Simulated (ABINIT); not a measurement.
# Run report: V, geometry relaxation (part 1 of 3)

System: V (1 atom in the cell).
Method: Kohn-Sham DFT of a periodic cell, LDA, HGH LDA, spin-polarised (ABINIT 10.8.3).

The structure derives from an entry of the Crystallography Open Database.

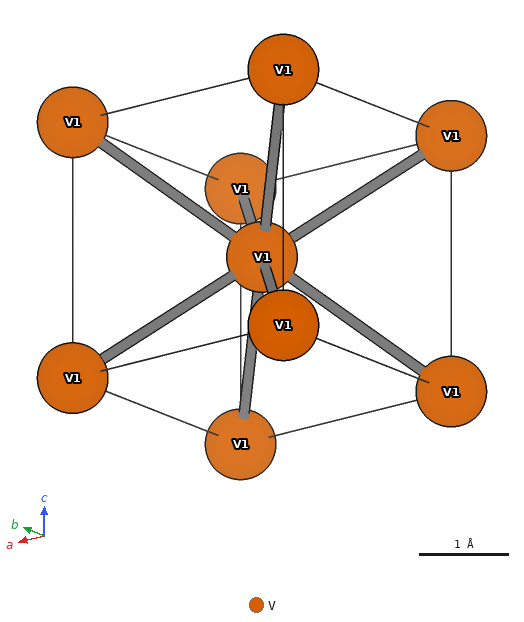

Figure 1. The structure as given in the input (ball-and-stick view of the cell 2 times as large as that of the calculation, set on its symmetry axes, seen at an oblique angle; atoms are numbered from 1 in the order of the input). An atom can appear more than once, as a periodic image. Near neighbours in the periodic cell (some may lie outside the picture): V has 8 V at 2.62 Å.

**The input**
```
# Pseudopotentials
pp_dirpath "./"
pseudos "V.hgh"

# Structure
acell 3*1.0 Angstrom
rprim
    -1.5143500000     1.5143500000     1.5143500000
     1.5143500000    -1.5143500000     1.5143500000
     1.5143500000     1.5143500000    -1.5143500000
ntypat 1
znucl 23
natom 1
typat 1
chkprim 0
chksymtnons 0
tolsym 1.0e-6
xred
            0.0            0.0            0.0

# Plane-wave basis
ecut 1442.203471 eV
ecutsm 0.5

# k points
kptopt 1
ngkpt 9 9 9
nshiftk 1
shiftk 0.0 0.0 0.0

# Exchange and correlation
ixc 7

# Bands and occupations
nband 7
occopt 3
tsmear 0.05 eV

# Spin
nsppol 2
spinat
     0.0000000000     0.0000000000     2.0000000000

# SCF cycle
nstep 80
tolvrs 1.0e-12

# Output
iomode 3
prteig 0
prtebands 0
prtwf 0
prtden 0

# Relaxation
ionmov 2
optcell 2
ntime 50
tolmxf 2.0e-5
dilatmx 1.08
```

Launch command:
```bash
mpirun --bind-to none -np 4 abinit run.abi > log 2>&1
```

**The program's output**
```
.Version 10.8.3 of ABINIT
 Symmetries : space group Im -3 m (#229); Bravais cI (body-center cubic)
================================================================================
 Values of the parameters that define the memory need of the present run
     intxc =       0    ionmov =       2      iscf =       7    lmnmax =       6
     lnmax =       6     mgfft =      36  mpssoang =       3    mqgrid =    3001
     natom =       1  nloc_mem =       1    nspden =       2   nspinor =       1
    nsppol =       2      nsym =      48    n1xccc =       0    ntypat =       1
    occopt =       3   xclevel =       1
       mpw =        2194          nfft =       46656          nkpt =          35
================================================================================
================================================================================

--------------------------------------------------------------------------------
------------- Echo of variables that govern the present computation ------------
--------------------------------------------------------------------------------
 -outvars: echo values of preprocessed input variables --------
            acell      1.8897261259E+00  1.8897261259E+00  1.8897261259E+00 Bohr
              amu      5.09415000E+01
          chkprim           0
      chksymtnons           0
          dilatmx      1.08000000E+00
             ecut      5.30000000E+01 Hartree
           ecutsm      5.00000000E-01 Hartree
           ionmov           2
              ixc           7
         kptrlatt        9    0    0      0    9    0      0    0    9
          kptrlen      4.46095935E+01
            natom           1
            nband           7
            ngfft          36      36      36
             nkpt          35
           nspden           2
           nsppol           2
            nstep          80
             nsym          48
            ntime          50
           ntypat           1
           occopt           3
          optcell           2
           prtden           0
        prtebands           0
           prteig           0
            prtwf           0
            rprim     -1.5143500000E+00  1.5143500000E+00  1.5143500000E+00
                       1.5143500000E+00 -1.5143500000E+00  1.5143500000E+00
                       1.5143500000E+00  1.5143500000E+00 -1.5143500000E+00
          spgroup         229
           spinat      0.0000000000E+00  0.0000000000E+00  2.0000000000E+00
           tolmxf      2.00000000E-05
           tolsym      1.00000000E-06
           tolvrs      1.00000000E-12
           tsmear      1.83746611E-03 Hartree
            typat      1
            znucl       23.00000

================================================================================

 chkinp: Checking input parameters for consistency.

================================================================================
== DATASET  1 ==================================================================

--- !DatasetInfo
iteration_state: {dtset: 1, }
dimensions: {natom: 1, nkpt: 35, mband: 7, nsppol: 2, nspinor: 1, nspden: 2, mpw: 2194, }
cutoff_energies: {ecut:  53.0, pawecutdg:  -1.0, }
electrons: {nelect:   5.00000000E+00, charge:   0.00000000E+00, occopt:   3.00000000E+00, tsmear:   1.83746611E-03, }
meta: {optdriver: 0, ionmov: 2, optcell: 2, iscf: 7, paral_kgb: 0, }
...

 Exchange-correlation functional for the present dataset will be:
  LDA: Perdew-Wang 92 LSD fit to Ceperley-Alder data - ixc=7
  J.P.Perdew and Y.Wang, PRB 45, 13244 (1992)

 Real(R)+Recip(G) space primitive vectors, cartesian coordinates (Bohr,Bohr^-1):
 R(1)= -2.8617068  2.8617068  2.8617068  G(1)=  0.0000000  0.1747209  0.1747209
 R(2)=  2.8617068 -2.8617068  2.8617068  G(2)=  0.1747209  0.0000000  0.1747209
 R(3)=  2.8617068  2.8617068 -2.8617068  G(3)=  0.1747209  0.1747209  0.0000000
 Unit cell volume ucvol=  9.3742251E+01 bohr^3
 Angles (23,13,12)=  1.09471221E+02  1.09471221E+02  1.09471221E+02 degrees

 getcut: wavevector=  0.0000  0.0000  0.0000  ngfft=  36  36  36
         ecut(hartree)=     61.819   => boxcut(ratio)=   2.05206

--- Pseudopotential description ------------------------------------------------
- pspini: atom type   1  psp file is ./V.hgh
  23.00000   5.00000     10605                znucl, zion, pspdat
    3    1    2    0      2001   0.00000      pspcod,pspxc,lmax,lloc,mmax,r2well

 pspatm : COMMENT -
  the projectors are not normalized,
  so that the KB energies are not consistent with
  definition in PRB44, 8503 (1991).
  However, this does not influence the results obtained hereafter.

   7.47856131E+01                                ecore*ucvol(ha*bohr**3)
--------------------------------------------------------------------------------

================================================================================

=== [ionmov= 2] Broyden-Fletcher-Goldfarb-Shanno method (forces)
================================================================================

--- Iteration: ( 1/50) Internal Cycle: (1/1)
--------------------------------------------------------------------------------

---SELF-CONSISTENT-FIELD CONVERGENCE--------------------------------------------

--- !BeginCycle
iteration_state: {dtset: 1, itime: 1, icycle: 1, }
solver: {iscf: 7, nstep: 80, nline: 4, wfoptalg: 0, }
tolerances: {tolvrs: 1.00E-12, }
...

     iter   Etot(hartree)      deltaE(h)  residm     vres2   difmagsph maxmagsph
 ETOT  1  -5.9315301046430    -5.932E+00 2.251E-01 3.167E+03 1.975E+00 1.975E+00
 ETOT  2  -6.1101925360611    -1.787E-01 6.521E-03 1.247E+03 1.043E+00 9.314E-01
 ETOT  3  -6.1995548148908    -8.936E-02 1.752E-02 4.405E+00 3.098E-01 1.241E+00
 ETOT  4  -6.2002274816951    -6.727E-04 1.592E-02 1.448E+00 6.694E-02 1.308E+00
 ETOT  5  -6.2005202298366    -2.927E-04 3.236E-03 5.071E-01 5.495E-02 1.363E+00
 ETOT  6  -6.2004218048261     9.843E-05 6.671E-05 4.081E-01 2.505E-02 1.338E+00
 ETOT  7  -6.1999853258219     4.365E-04 6.175E-05 9.941E-02 2.170E-01 1.121E+00
 ETOT  8  -6.1999038733448     8.145E-05 1.219E-05 6.907E-02 6.214E-02 1.059E+00
 ETOT  9  -6.2000491185797    -1.452E-04 2.078E-05 3.607E-02 1.134E-01 1.172E+00
 ETOT 10  -6.2010679043780    -1.019E-03 1.152E-04 9.132E-01 3.221E-01 1.494E+00
 ETOT 11  -6.1997501347972     1.318E-03 4.845E-04 9.759E-02 6.831E-01 8.112E-01
 ETOT 12  -6.1997429832766     7.152E-06 1.113E-04 5.640E-02 3.297E-02 8.442E-01
 ETOT 13  -6.1997691259945    -2.614E-05 7.626E-05 1.987E-01 8.171E-02 7.625E-01
 ETOT 14  -6.2023822070373    -2.613E-03 1.264E-03 8.567E+00 1.093E+00 1.855E+00
 ETOT 15  -6.2004681415333     1.914E-03 2.373E-04 6.154E-01 5.013E-01 1.354E+00
 ETOT 16  -6.1934069109307     7.061E-03 2.385E-03 3.908E+01 1.464E+00 1.100E-01
 ETOT 17  -6.1997528182592    -6.346E-03 1.383E-03 2.112E-02 1.027E+00 9.166E-01
 ETOT 18  -6.1997876877654    -3.487E-05 2.705E-04 1.101E-01 1.808E-01 7.358E-01
 ETOT 19  -6.1997513674952     3.632E-05 5.200E-05 2.867E-01 2.065E-01 9.423E-01
 ETOT 20  -6.1997176557784     3.371E-05 8.318E-05 3.474E-01 7.407E-02 8.682E-01
 ETOT 21  -6.1997334545341    -1.580E-05 1.438E-05 2.578E-01 4.607E-02 8.222E-01
 ETOT 22  -6.1997158296678     1.762E-05 2.727E-05 4.249E-01 1.109E-02 8.333E-01
 ETOT 23  -6.1997409714796    -2.514E-05 6.108E-06 6.162E-02 2.616E-02 8.594E-01
 ETOT 24  -6.1997774194403    -3.645E-05 1.505E-05 1.174E-01 9.887E-02 9.583E-01
 ETOT 25  -6.1997792682272    -1.849E-06 5.746E-06 1.048E-01 9.415E-04 9.592E-01
 ETOT 26  -6.1997520101837     2.726E-05 1.078E-05 1.926E-02 5.103E-02 9.082E-01
 ETOT 27  -6.1997505775466     1.433E-06 5.478E-06 1.632E-02 4.559E-03 9.036E-01
 ETOT 28  -6.1997466567987     3.921E-06 1.106E-05 1.017E-03 2.388E-02 8.798E-01
 ETOT 29  -6.1997463441492     3.126E-07 5.044E-06 1.609E-04 1.239E-02 8.674E-01
 ETOT 30  -6.1997463132587     3.089E-08 1.274E-05 2.773E-07 2.807E-03 8.702E-01
 ETOT 31  -6.1997463130214     2.373E-10 4.907E-06 1.027E-09 2.603E-04 8.704E-01
 ETOT 32  -6.1997463130184     3.004E-12 1.291E-05 3.872E-11 2.209E-05 8.704E-01
 ETOT 33  -6.1997463130184     4.441E-14 4.841E-06 5.035E-12 3.900E-06 8.704E-01
 ETOT 34  -6.1997463130184    -7.283E-14 1.327E-05 9.160E-14 7.283E-07 8.704E-01

 At SCF step   34       vres2   =  9.16E-14 < tolvrs=  1.00E-12 =>converged.

 Cartesian components of stress tensor (hartree/bohr^3)
  sigma(1 1)=  3.72550872E-04  sigma(3 2)=  0.00000000E+00
  sigma(2 2)=  3.72550872E-04  sigma(3 1)=  0.00000000E+00
  sigma(3 3)=  3.72550872E-04  sigma(2 1)=  0.00000000E+00

--- !ResultsGS
iteration_state: {dtset: 1, itime: 1, icycle: 1, }
comment   : Summary of ground state results
lattice_vectors:
- [ -2.8617068,   2.8617068,   2.8617068, ]
- [  2.8617068,  -2.8617068,   2.8617068, ]
- [  2.8617068,   2.8617068,  -2.8617068, ]
lattice_lengths: [   4.95662,    4.95662,    4.95662, ]
lattice_angles: [109.471, 109.471, 109.471, ] # degrees, (23, 13, 12)
lattice_volume:   9.3742251E+01
convergence: {deltae: -7.283E-14, res2:  9.160E-14, residm:  1.327E-05, diffor: null, }
etotal    :  -6.19974631E+00
entropy   :   0.00000000E+00
fermie    :   2.26104043E-01
cartesian_stress_tensor: # hartree/bohr^3
- [  3.72550872E-04,   0.00000000E+00,   0.00000000E+00, ]
- [  0.00000000E+00,   3.72550872E-04,   0.00000000E+00, ]
- [  0.00000000E+00,   0.00000000E+00,   3.72550872E-04, ]
pressure_GPa:  -1.0961E+01
xred      :
- [  0.0000E+00,   0.0000E+00,   0.0000E+00,  V]
cartesian_forces: # hartree/bohr
- [ -0.00000000E+00,  -0.00000000E+00,  -0.00000000E+00, ]
force_length_stats: {min:   0.00000000E+00, max:   0.00000000E+00, mean:   0.00000000E+00, }
...

 Integrated electronic and magnetization densities in atomic spheres:
 ------------------------------------------------------------------------------------------------------------
 Radius=ratsph(iatom), smearing ratsm=  0.0000. Diff(up-dn)=approximate z local magnetic moment.
    Atom    Radius    up_density   dn_density  Total(up+dn)  Diff(up-dn)
    1  V   2.00000     1.865817     0.995407      2.861224     0.870410
 ------------------------------------------------------------------------------------------------------------
  Sum:                 1.865817     0.995407      2.861224     0.870410
 Total magnetization (from the atomic spheres):                0.870410
 Total magnetization (exact up - dn):                          1.065681

---OUTPUT-----------------------------------------------------------------------

 Cartesian coordinates (xcart) [bohr]
  0.00000000000000E+00  0.00000000000000E+00  0.00000000000000E+00
 Reduced coordinates (xred)
  0.00000000000000E+00  0.00000000000000E+00  0.00000000000000E+00
 Cartesian forces (fcart) [Ha/bohr]; max,rms= 0.00000E+00 0.00000E+00 (free atoms)
 -0.00000000000000E+00 -0.00000000000000E+00 -0.00000000000000E+00
 Gradient of E wrt nuclear positions in reduced coordinates (gred)
  0.00000000000000E+00  0.00000000000000E+00 -0.00000000000000E+00
 Scale of Primitive Cell (acell) [bohr]
  1.88972612590778E+00  1.88972612590778E+00  1.88972612590778E+00
 Real space primitive translations (rprimd) [bohr]
 -2.86170675876845E+00  2.86170675876845E+00  2.86170675876845E+00
  2.86170675876845E+00 -2.86170675876845E+00  2.86170675876845E+00
  2.86170675876845E+00  2.86170675876845E+00 -2.86170675876845E+00
 Unitary Cell Volume (ucvol) [Bohr^3]=  9.37422512431912E+01
 Angles (23,13,12)= [degrees]
  1.09471220634491E+02  1.09471220634491E+02  1.09471220634491E+02
 Lengths [Bohr]
  4.95662150255021E+00  4.95662150255021E+00  4.95662150255021E+00
 Stress tensor in cartesian coordinates (strten) [Ha/bohr^3]
  3.72550871649554E-04  0.00000000000000E+00  0.00000000000000E+00
  0.00000000000000E+00  3.72550871649552E-04  0.00000000000000E+00
  0.00000000000000E+00  0.00000000000000E+00  3.72550871649554E-04
 Total energy (etotal) [Ha]= -6.19974631301843E+00

--- Iteration: ( 2/50) Internal Cycle: (1/1)
--------------------------------------------------------------------------------

---SELF-CONSISTENT-FIELD CONVERGENCE--------------------------------------------

--- !BeginCycle
iteration_state: {dtset: 1, itime: 2, icycle: 1, }
solver: {iscf: 7, nstep: 80, nline: 4, wfoptalg: 0, }
tolerances: {tolvrs: 1.00E-12, }
...
```
